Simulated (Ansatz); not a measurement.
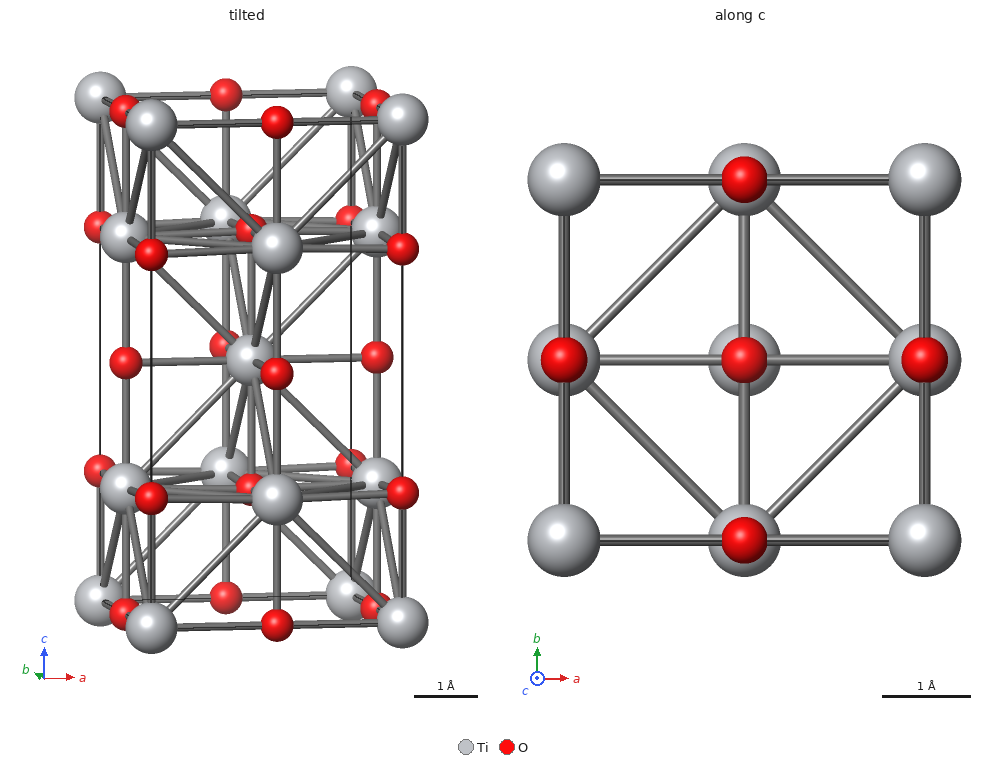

An orthographic ball-and-stick view of the structure, slightly off an axis and along the c axis. Thin lines show the conventional unit cell, with boundary atoms drawn in all their periodic places. Cell: a = 4.10 Å, b = 4.10 Å, c = 8.10 Å, α = 90.00°, β = 90.00°, γ = 90.00°.

Its origin is a structure listed in the Materials Project. Earlier steps of the study may have refined or changed the cell and positions. A calculation with Ansatz used it as input.

Q: What is this?

A: Formula: Ti₃O₄. Its lattice is body-centred tetragonal, its space group I4/mmm (No. 139). The cell comprises 2 formula units: 6 Ti, 8 O. Coordination numbers (contacts within bonding distance): Ti 14 and O 4 to 5 (mean 4.5).

Results below were computed with Ansatz 0.2.0, DFT PBEsol, scalar-relativistic, plane waves, PAW; the settings were wavefunction cutoff 420 eV, k-points about 0.18 Å⁻¹ apart, Gaussian smearing of 0.1 eV, no spin polarisation.

Q: What does the calculation say: metal or gapped?

A: A metal: bands cross the Fermi level.

Q: Predict the Bader charges.

A: Ti +1.73 to +1.77 e; O -1.36 to -1.28 e.

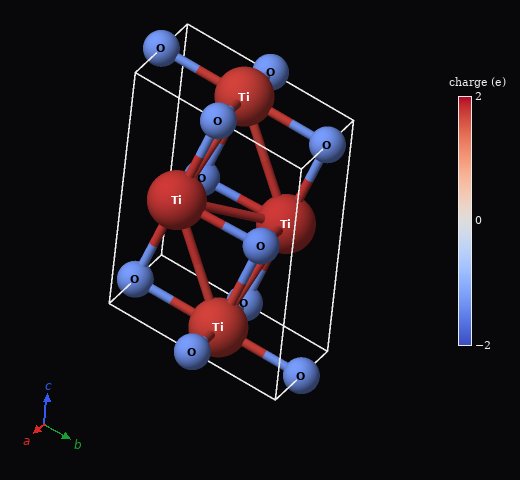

The atoms coloured by those charges. The run's cell of 7 atoms is drawn in a reduced setting, so axes and origin can differ from the first picture.

Q: Has the structure come to rest?

A: Yes. All forces vanish to within 0.01 eV/Å. The pressure is 0.0 GPa, close to zero.
